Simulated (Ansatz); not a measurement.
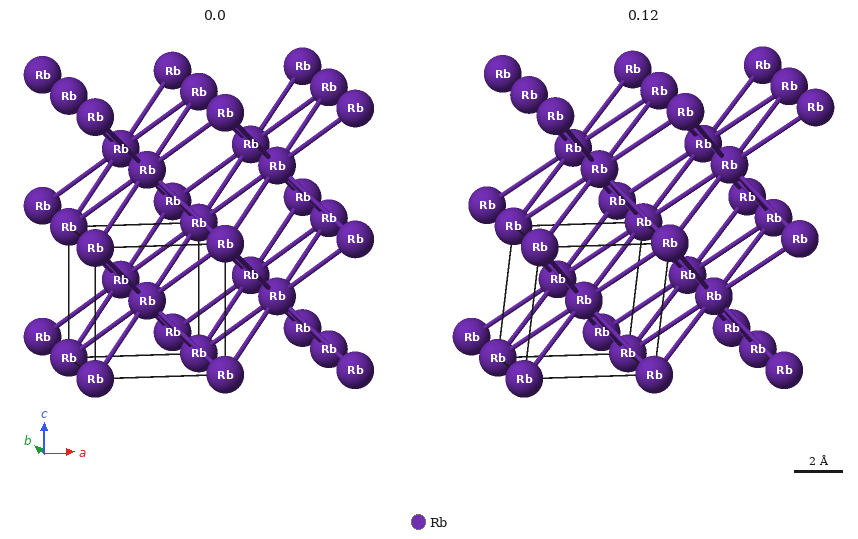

A crystal of Rb (set up in Im-3m), under shear of c along a (cell held, atoms fixed by symmetry), with energies (extrapolated to zero smearing) counted from the relaxed crystal, which is the row at zero. The picture shows the first and the last member. The picture is a ball-and-stick view of the cell of the calculation, repeated 2 × 2 × 2 with one cell outlined, seen slightly off an axis.

Computed with Ansatz 0.2.0: DFT PBEsol, scalar-relativistic, plane waves, PAW. Set-up: plane-wave cutoff 420 eV; k-point mesh 10 × 10 × 10; occupations gaussian; smearing width 0.1 eV; no spin polarisation.

```tsv
strain	energy (meV/atom)	a (Å)	c (Å)
0.0	0.00	5.572	5.572
0.02	0.25	5.572	5.573
0.04	0.98	5.572	5.576
0.06	?	?	?
0.08	3.88	5.572	5.590
0.12	8.62	5.572	5.612
```

Q: Estimate the missing row from the others, and compare with the calculation.

A: A parabola through three neighbouring rows (0.02, 0.04, 0.08) gives, with Lagrange weights, (−0.3333)(0.25) + (1.0000)(0.98) + (0.3333)(3.88) = 2.19 meV/atom. The calculation gives 2.20 meV/atom (a = 5.572 Å, c = 5.582 Å). The estimate is 0.01 meV/atom too low. From the first member to the last: Rb–Rb 4.825 → 5.026 Å, Rb–Rb 4.825 → 4.640 Å.

The whole series:

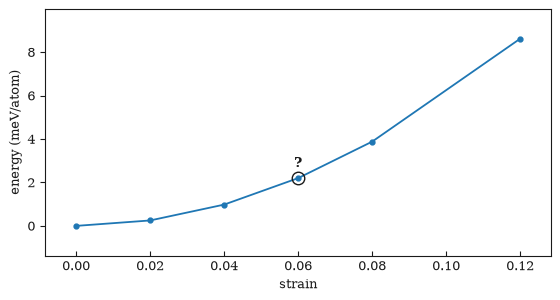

Each member starts from this one structure; whether another phase lies lower wasn't checked.
